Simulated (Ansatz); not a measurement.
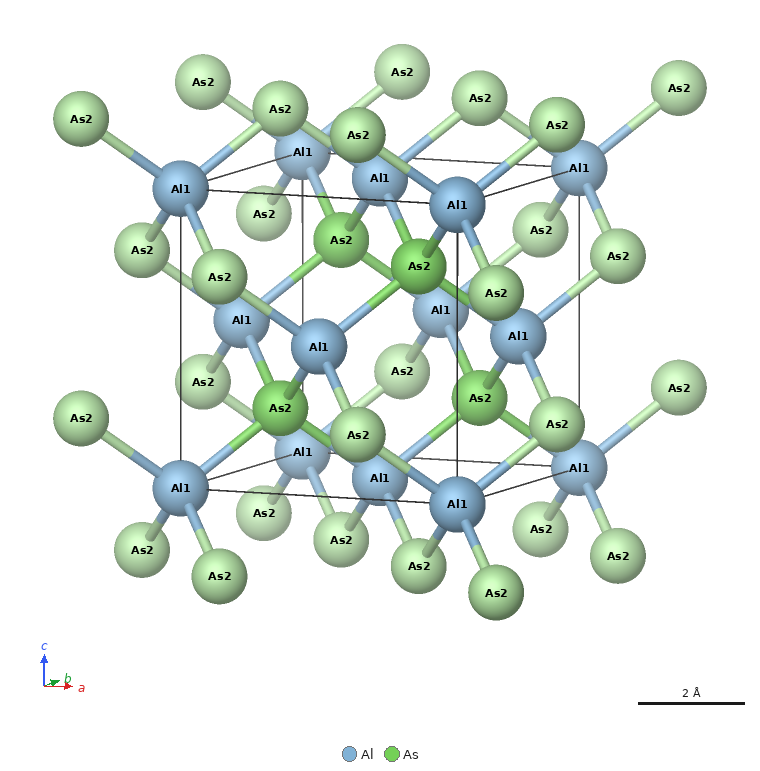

Figure 1. The input geometry (ball-and-stick view of the cell 4 times as large as that of the calculation, set on its symmetry axes, seen slightly off an axis; neighbours outside the cell are drawn fainter; atoms are numbered from 1 in the order of the input). An atom can appear more than once, as a periodic image.

Single-point calculation, with input and output: AlAs

The run: single-point calculation of AlAs (F-43m, 2 atoms in the cell). Method and program: DFT, PBE, plane waves, PAW, no spin polarisation (Ansatz 0.2.0).

The structure derives from a Materials Project entry. Figures and captions count atoms from 1; the log counts them from 0 in places.

Log
```
Engine: ansatz 0.2.0, aarch64-unknown-linux-gnu
Pseudopotentials: kind: paw
Pseudopotential: Al, paw, valence charge 3, recommended cutoff 420 eV (normal), Al.paw.azcp
Pseudopotential: As, paw, valence charge 15, recommended cutoff 420 eV (normal), As.paw.azcp
Functional definition: PBE
  parameter kappa = 0.804
  parameter beta = 0.06672455060314922
  exchange = pbe_x(kappa = kappa, mu = beta*pi^2/3)
  correlation = pbe_c(beta = beta)
Crystal: 2 atoms, lattice volume = 46.982 Å³
Basis set: ecut = 420 eV, 941 PW (Γ), exchange–correlation on 80×80×80 points (8 copies of the dense FFT grid, shifted against one another)
Bands: 13, of which v1, the nominal top of the filled ones, is band 9 counted from 1 (8 counted from 0)
Symmetry: 1 space group operations
k-points: 260 of 512 (time reversal used)
Non-local potential: Al, projectors of the file, l = 0: 2, l = 1: 2, l = 2: 1
Non-local potential: As, projectors of the file, l = 0: 2, l = 1: 2, l = 2: 3, l = 3: 1
PAW form: soft (Blöchl's): semilocal exchange-correlation on the pseudo side does not see the compensation charge
PAW one-centre angular grid: Al, 110 points (default); XC on 64 Gauss nodes
PAW one-centre angular grid: As, 590 points (default); XC on 64 Gauss nodes
Initial density: superposition of atomic densities (neutral atoms: chi_scale 0, normalization atom), corrected by the library's trained network
Initial wavefunctions: pseudopotential atomic-orbital guess
Functional: x = pbe(κ = 0.804, μ = 0.2195149727645171), c = pbe(β = 0.06672455060314922)
SCF iter   1: F=—  HF=-5394.615303 eV  |F-HF|=—  |Δ(HF+E_count)|=         —  Δρ=1.79e-3  dr2=2.80e-3  ethr=1.77e-3  ⟨swp⟩=6.0  Hψ=21327  notcnv=0
preconditioner: auto → none  [insulator: Δε(μ)=1.477 eV  Ē_g=9.722 eV  σ=0.020 eV  W_gap=1.00  n_scr=14 (ndim 8)  ℏωp=15.3 eV  f_vac=0.009  D(μ)=0.00/eV (n_scr^D=0)  ε∞_Penn≈3.5]
SCF iter   2: F=—  HF=-5394.614393 eV  |F-HF|=—  |Δ(HF+E_count)|=   9.10e-4  Δρ=5.31e-4  dr2=1.33e-4  ethr=1.55e-5  ⟨swp⟩=2.0  Hψ=7157  notcnv=0
SCF iter   3: F=—  HF=-5394.614432 eV  |F-HF|=—  |Δ(HF+E_count)|=   3.94e-5  Δρ=2.12e-4  dr2=1.65e-5  ethr=7.40e-7  ⟨swp⟩=1.7  Hψ=3805  notcnv=0
SCF iter   4: F=—  HF=-5394.614444 eV  |F-HF|=—  |Δ(HF+E_count)|=   1.17e-5  Δρ=2.89e-5  dr2=2.10e-7  ethr=9.17e-8  ⟨swp⟩=2.0  Hψ=4414  notcnv=0
iter 5 did not close the SCF: its close was put off for the readings that it lacked (scf_convergence_deferred on its scf_iter line)
SCF iter   5: F=-5394.614444 eV  HF=-5394.614444 eV  |F-HF|=2.63e-8  |Δ(HF+E_count)|=   2.81e-7  Δρ=3.68e-6  dr2=7.53e-9  ethr=1.16e-9  ⟨swp⟩=2.0  Hψ=5720  notcnv=0
SCF iter   6: F=-5394.614444 eV  HF=-5394.614444 eV  |F-HF|=7.64e-10  |Δ(HF+E_count)|=   1.03e-8  Δρ=1.18e-6  dr2=4.23e-10  ethr=4.18e-11  ⟨swp⟩=1.9  Hψ=10644  notcnv=0
SCF 1 converged in 6 iterations: F = -5394.614444 eV  dr2 = 4.23e-10
  greatest PAW one-centre occupation: 0.999 electrons in one spin orbital (limit 2), on the As atom at site 1 (counted from 0), in its partial waves of l = 2
```

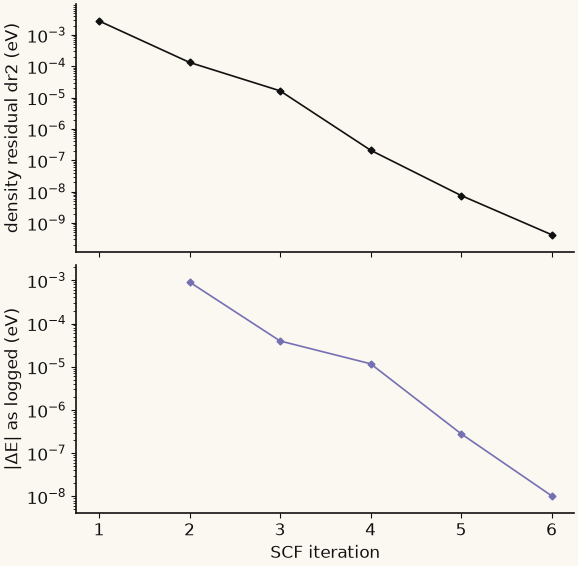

Figure 2. Convergence of the self-consistent field: density residual dr2 and size of the energy change against the SCF iteration. The residual falls at every step.

```
SCF converged after 6 iterations
Free energy (F): -5394.614444 eV
Harris-Foulkes:  -5394.614444 eV  (|F-HF|=7.64e-10)
Internal energy: -5394.614444 eV  (E = F + TS)
E sigma→0 (E₀):  -5394.614444 eV
Fermi energy:    6.738140 eV
--- Per-component energies (eV) ---
  E_band       = -272.519018
  E_kinetic    = 125.791142
  E_local      = -2140.828499  (includes V_loc(G=0)·N_el)
  E_nonlocal   = -660.043155
  E_hartree    = 1141.425967
  E_xc         = -118.642933
  E_vxc        = -107.840490  (∫ρ·V_xc dr)
  E_paw        = -2303.044381  (= ΣΔE_a)
  E_vpaw       = 227.550012  (= ΣTr[D̂ρ^β])
  E_aug_tail   = -0.000002  (compensation charges beyond the density's cutoff)
  E_ewald      = -1439.272583
  E_smearing   = -0.000000  (= −TS)
  E_closure    = -0.000000  (closes the sum)
  Σ components = -5394.614444   (vs F -5394.614444, Δ=0.00e0)
--- Forces (eV/Å), atoms counted from 1 ---
  atom   1  Al    -0.00000000    -0.00000002    -0.00000000
  atom   2  As    -0.00000006     0.00000002     0.00000001
  max |Σ_I F_I| component: 6.41e-8 eV/Å
--- Stress (GPa, compression-positive) ---
        0.018112      -0.000000      -0.000000
       -0.000000       0.018112      -0.000001
       -0.000000      -0.000001       0.018112
  P = ⅓ Tr σ = 0.0181 GPa (0.181 kbar)
--- Band table (eV; the first three rows and the last of 260) ---
  k-point 0: bands = ["-28.3844", "-28.3844", "-28.3844", "-28.3750", "-28.3750", "-5.6833", "5.9864", "5.9864", "5.9864", "7.7634", "10.2282", "10.2282", "10.2282"]
  k-point 1: bands = ["-28.3844", "-28.3843", "-28.3843", "-28.3750", "-28.3750", "-5.5376", "4.5640", "5.8318", "5.8318", "8.5674", "10.5005", "10.5005", "10.5798"]
  k-point 2: bands = ["-28.3843", "-28.3840", "-28.3840", "-28.3750", "-28.3750", "-5.1350", "2.6684", "5.5252", "5.5252", "8.4591", "10.8438", "10.8438", "12.2347"]
  k-point 259: bands = ["-28.3842", "-28.3837", "-28.3837", "-28.3749", "-28.3749", "-4.3475", "0.5804", "5.1896", "5.1896", "8.0040", "10.6507", "10.6507", "13.6735"]
```

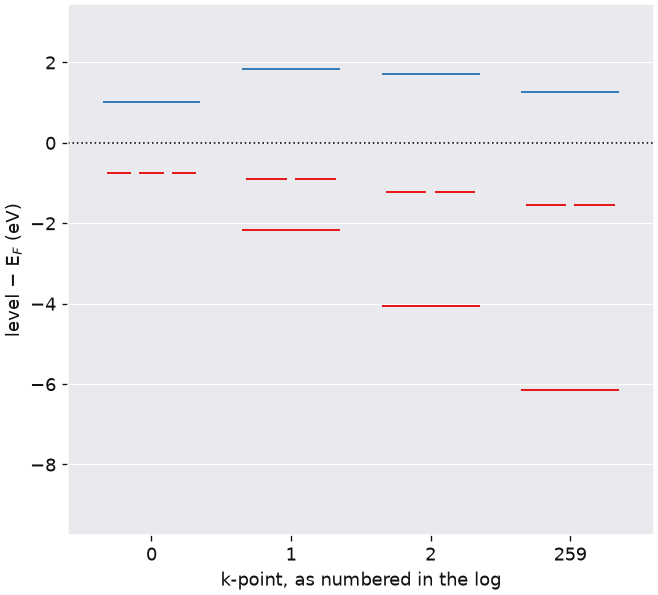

Figure 3. Kohn–Sham levels near the Fermi level (dotted) at the few k-points that the log prints; levels within 0.02 eV of each other stand side by side. Among these points the highest filled and lowest empty levels are 1.78 eV apart; the gap on the full mesh, 1.50 eV, has an edge at a point that isn't printed.

The run was set up as follows.

Input
```yaml
crystal:
  lattice:
    - [0.0, 2.8639561598, 2.8639561598]
    - [2.8639561598, 0.0, 2.8639561598]
    - [2.8639561598, 2.8639561598, 0.0]
  atoms:
    - { symbol: Al, position: [0.0, 0.0, 0.0] }
    - { symbol: As, position: [0.75, 0.75, 0.75] }
  symmetry: { detect: false }
basis:
  ecutwfc: 420
  xc_grid: 2
  ecutrho_ratio: 8
kpoints:
  mp_grid: { grid: [8, 8, 8] }
hamiltonian:
  xc: pbe
scf:
  occupations: { method: gaussian, width: 0.02 }
output:
  forces: true
  eigenvalues: true
  stress: true
```

Launched with:
```bash
ansatz run input.yaml --threads 4 --pin off --max-ram 10240MiB --backend cpu --events-out ev --progress --plain --runs-dir out
```

Summary

```tsv
quantity	value
outcome	converged
space group (tolerance 0.01 Å)	F-43m (216)
electrons treated	18
free energy	−5394.6144 eV
Fermi energy	6.738 eV
gap on the k-point mesh	1.50 eV
pressure	0.02 GPa
largest force (length of the vector)	under 0.001 eV/Å
hardware	4 threads of Arm Neoverse V2, 24 GiB of memory available, shared host
wall time	2.7 s (CPU time 10 s)
peak memory	0.51 GiB
```

Remarks

Settings chosen away from the usual ones: basis.xc_grid set to 2; crystal.symmetry set to {"detect": false}; basis.ecutrho_ratio set to 8.
